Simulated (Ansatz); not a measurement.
Zn$_{32}$O$_{32}$: single-point calculation (part 2 of 2)

Continued. System: Zn$_{32}$O$_{32}$ (64 atoms in the cell). Method: DFT, HSE06, PAW, plane waves (Ansatz 0.2.0); cutoff 420 eV, 1×1×1 k-mesh, Fermi–Dirac smearing of 0.01 eV. The structure was built on a prototype by a generator.

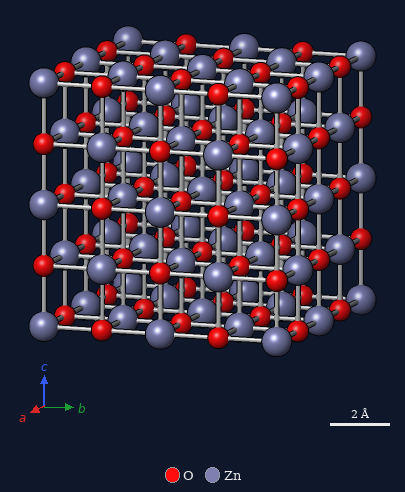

*The input geometry (ball-and-stick view of the cell of the calculation, seen slightly off an axis).*

```
hybrid outer 2: dexx = +1.646e-5 eV, tail = 1.42e-7 eV, Δε = 4.33e-3 eV (about 6.74e-5 eV left of the loop's levels)
NSCF: frozen V_eff on 1 k-points
hybrid SCF converged: 2 outer / 12 inner (+5 warm-up), last move |dexx| = 1.65e-5 eV, tail = 1.42e-7 eV
Stability not checked: this state was not tested for a lower state beside it, because the functional holds exact exchange (a hybrid, or Hartree-Fock), whose exchange loop this test does not read (fock_operator; see scf.lower_state_search)
Free energy (F): -124365.347810 eV
Harris-Foulkes:  -124365.347810 eV  (|F-HF|=0.00e0)
Internal energy: -124365.347810 eV  (E = F + TS)
E sigma→0 (E₀):  -124365.347810 eV
Fermi energy:    10.336294 eV
--- Per-component energies (eV) ---
  E_band       = 1467.602642
  E_kinetic    = 9841.693575
  E_local      = -54694.719321  (includes V_loc(G=0)·N_el)
  E_nonlocal   = 21530.800900
  E_hartree    = 22611.516078
  E_xc         = -5348.229682
  E_vxc        = -3698.807076  (∫ρ·V_xc dr)
  E_exx        = -1968.129465  (= α·E_x^exact, valence–valence)
  E_paw        = -63278.490355  (= ΣΔE_a)
  E_vpaw       = -12798.192671  (= ΣTr[D̂ρ^β])
  E_aug_tail   = 0.060340  (compensation charges beyond the density's cutoff)
  E_ewald      = -53079.498100
  E_core_change = 19.648220  (= ΣΔE_core)
  E_smearing   = -0.000000  (= −TS)
  E_closure    = -0.000002  (closes the sum)
  Σ components = -124365.347810   (vs F -124365.347810, Δ=0.00e0)
--- Forces (eV/Å), atoms counted from 1 ---
  atom   1  O     -0.00000000    -0.00000000     0.00000000
  atom   2  O      0.00000000     0.00000000     0.00000000
  atom   3  O      0.00000000     0.00000000     0.00000000
  atom   4  O      0.00000000     0.00000000    -0.00000000
  atom   5  O      0.00000000     0.00000000     0.00000000
  atom   6  O      0.00000000     0.00000000    -0.00000000
  atom   7  O      0.00000000     0.00000000     0.00000000
  atom   8  O      0.00000000     0.00000000     0.00000000
  atom   9  O     -0.00000000    -0.00000000    -0.00000000
  atom  10  O      0.00000000    -0.00000000     0.00000000
  atom  11  O      0.00000000     0.00000000    -0.00000000
  atom  12  O     -0.00000000     0.00000000     0.00000000
  atom  13  O      0.00000000     0.00000000     0.00000000
  atom  14  O      0.00000000     0.00000000     0.00000000
  atom  15  O      0.00000000     0.00000000    -0.00000000
  atom  16  O      0.00000000     0.00000000    -0.00000000
  atom  17  O     -0.00000000     0.00000000     0.00000000
  atom  18  O      0.00000000     0.00000000    -0.00000000
  atom  19  O      0.00000000     0.00000000     0.00000000
  atom  20  O      0.00000000     0.00000000    -0.00000000
  atom  21  O     -0.00000000     0.00000000    -0.00000000
  atom  22  O      0.00000000     0.00000000    -0.00000000
  atom  23  O      0.00000000     0.00000000    -0.00000000
  atom  24  O      0.00000000     0.00000000    -0.00000000
  atom  25  O      0.00000000     0.00000000     0.00000000
  atom  26  O     -0.00000000     0.00000000     0.00000000
  atom  27  O      0.00000000     0.00000000    -0.00000000
  atom  28  O     -0.00000000     0.00000000     0.00000000
  atom  29  O     -0.00000000     0.00000000     0.00000000
  atom  30  O     -0.00000000     0.00000000     0.00000000
  atom  31  O      0.00000000     0.00000000     0.00000000
  atom  32  O      0.00000000     0.00000000     0.00000000
  atom  33  Zn     0.00000000    -0.00000000     0.00000000
  atom  34  Zn     0.00000000    -0.00000000    -0.00000000
  atom  35  Zn     0.00000000    -0.00000000    -0.00000000
  atom  36  Zn     0.00000000    -0.00000000     0.00000000
  atom  37  Zn     0.00000000    -0.00000000     0.00000000
  atom  38  Zn     0.00000000    -0.00000000    -0.00000000
  atom  39  Zn     0.00000000     0.00000000    -0.00000000
  atom  40  Zn     0.00000000     0.00000000    -0.00000000
  atom  41  Zn    -0.00000000    -0.00000000    -0.00000000
  atom  42  Zn    -0.00000000    -0.00000000    -0.00000000
  atom  43  Zn    -0.00000000     0.00000000    -0.00000000
  atom  44  Zn    -0.00000000     0.00000000    -0.00000000
  atom  45  Zn    -0.00000000     0.00000000     0.00000000
  atom  46  Zn     0.00000000     0.00000000    -0.00000000
  atom  47  Zn    -0.00000000     0.00000000    -0.00000000
  atom  48  Zn     0.00000000     0.00000000    -0.00000000
  atom  49  Zn    -0.00000000    -0.00000000    -0.00000000
  atom  50  Zn    -0.00000000     0.00000000    -0.00000000
  atom  51  Zn     0.00000000     0.00000000     0.00000000
  atom  52  Zn     0.00000000     0.00000000    -0.00000000
  atom  53  Zn    -0.00000000    -0.00000000    -0.00000000
  atom  54  Zn    -0.00000000     0.00000000    -0.00000000
  atom  55  Zn    -0.00000000     0.00000000    -0.00000000
  atom  56  Zn     0.00000000     0.00000000    -0.00000000
  atom  57  Zn    -0.00000000    -0.00000000     0.00000000
  atom  58  Zn     0.00000000     0.00000000     0.00000000
  atom  59  Zn     0.00000000     0.00000000     0.00000000
  atom  60  Zn     0.00000000     0.00000000    -0.00000000
  atom  61  Zn    -0.00000000    -0.00000000    -0.00000000
  atom  62  Zn     0.00000000     0.00000000     0.00000000
  atom  63  Zn     0.00000000     0.00000000     0.00000000
  atom  64  Zn     0.00000000     0.00000000    -0.00000000
  max |Σ_I F_I| component: 1.23e-22 eV/Å
--- Band table (eV) ---
  k-point 0: bands = ["-11.1494", "-10.3448", "-10.3448", "-10.3448", "-10.3448", "-10.3448", "-10.3448", "-9.8304", "-9.8304", "-9.8304", ... 142 levels left out ..., "3.1691", "3.1691", "3.2545", "3.2545", "3.2545", "3.2545", "3.2545", "3.2545", "3.2545", "3.2545", "3.2858", "3.2858", "3.2858", "3.2858", "3.2858", "3.2858", "3.2858", "3.2858", "3.2858", "3.2858", "3.2858", "3.2858", "3.3770", "3.3770", "3.3770", "3.3770", "3.3770", "3.3770", "3.3773",
      "3.3773", "3.3773", "3.3773", "3.3773", "3.3773", "3.5438", "3.5438", "3.5438", "3.5438", "3.5438", "3.5438", "3.6662", "3.6662", "3.6662", "4.5439", "4.5439", "4.5439", "4.5439", "5.1106", "5.1106", "5.1106", "5.1106", "5.1106", "5.1106", "5.1106", "5.1106", "5.1106", "5.1106", "5.1106", "5.1106", "5.1693", "5.1693", "5.1693", "5.1693", "5.1693", "5.1693", "5.1693", "5.1693", "5.1693", "5.1693",
      "5.1693", "5.1693", "6.0422", "6.0422", "6.0422", "6.0422", "6.0422", "6.0422", "6.1326", "6.1326", "6.1326", "6.1326", "6.1326", "6.1326", "6.2785", "6.2785", "6.2785", "6.2785", "6.2785", "6.2785", "6.2785", "6.2785", "6.2785", "6.2785", "6.2785", "6.2785", "6.6615", "6.6615", "6.6615", "6.6615", "6.6615", "6.6615", "7.1095", "7.1095", "7.1095", "7.1095", "7.1095", "7.1095", "7.1095", "7.1095",
      "7.1095", "7.1095", "7.1095", "7.1095", "7.7029", "7.7029", "7.7029", "8.8029", "8.8029", "8.8029", "8.8029", "8.8029", "8.8029", "8.8029", "8.8029", "8.8029", "8.8029", "8.8029", "8.8029", "8.9361", "8.9361", "8.9361", "8.9361", "8.9361", "8.9361", "8.9361", "8.9361", "11.7156", "15.3721", "15.3721", "15.3721", "15.8607", "15.8607", "15.8607", "15.8607", "15.8607", "15.8607", "16.2407", "16.2407", "16.2407",
      "16.2407", "17.8360", "17.8360", "17.8360", "17.8360", "17.8360", "17.8360", "17.8360", "17.8360", "17.8360", "17.8360", "17.8360", "17.8360", "18.1466", "18.1466", "18.1466", "18.1466", "18.1466", "18.1466", "20.6584", "20.6584", "20.6584", "20.6584", "20.6584", "20.6584", "20.6584", "20.6584", "20.6584", "20.6584", "20.6584", "20.6584", "20.6819", "20.6819", "20.6819", "20.6819", "21.6527", "21.6527", "21.6527", "21.6527", "21.6527",
      "21.6527", "21.6527", "21.6527", "21.6527", "21.6527", "21.6527", "21.6527", "21.8532", "21.8532", "21.8532", "21.8532"]
--- Löwdin populations: 64 sites ---
  site symbol       q [e]
     0      O      7.2977
     1      O      7.2977
     2      O      7.2977
     3      O      7.2977
     4      O      7.2977
     5      O      7.2977
     6      O      7.2977
     7      O      7.2977
     8      O      7.2977
     9      O      7.2977
    10      O      7.2977
    11      O      7.2977
    12      O      7.2977
    13      O      7.2977
    14      O      7.2977
    15      O      7.2977
    16      O      7.2977
    17      O      7.2977
    18      O      7.2977
    19      O      7.2977
    20      O      7.2977
    21      O      7.2977
    22      O      7.2977
    23      O      7.2977
    24      O      7.2977
    25      O      7.2977
    26      O      7.2977
    27      O      7.2977
    28      O      7.2977
    29      O      7.2977
    30      O      7.2977
    31      O      7.2977
    32     Zn     10.5522
    33     Zn     10.5522
    34     Zn     10.5522
    35     Zn     10.5522
    36     Zn     10.5522
    37     Zn     10.5522
    38     Zn     10.5522
    39     Zn     10.5522
    40     Zn     10.5522
    41     Zn     10.5522
    42     Zn     10.5522
    43     Zn     10.5522
    44     Zn     10.5522
    45     Zn     10.5522
    46     Zn     10.5522
    47     Zn     10.5522
    48     Zn     10.5522
    49     Zn     10.5522
    50     Zn     10.5522
    51     Zn     10.5522
    52     Zn     10.5522
    53     Zn     10.5522
    54     Zn     10.5522
    55     Zn     10.5522
    56     Zn     10.5522
    57     Zn     10.5522
    58     Zn     10.5522
    59     Zn     10.5522
    60     Zn     10.5522
    61     Zn     10.5522
    62     Zn     10.5522
    63     Zn     10.5522
  spilling = 0.008339 (of n_electrons = 576.000000)
```

Key numbers:

```csv
quantity,value
outcome,converged
space group (tolerance 0.01 Å),Fm-3m (225)
electrons treated,576
free energy,−124365.3478 eV
Fermi energy,10.336 eV
largest force (length of the vector),under 0.001 eV/Å
wall time,4.4 min (CPU time 29 min)
peak memory,4.8 GiB
```

The k-point mesh is coarse for a cell of this size, so the results may not be converged.
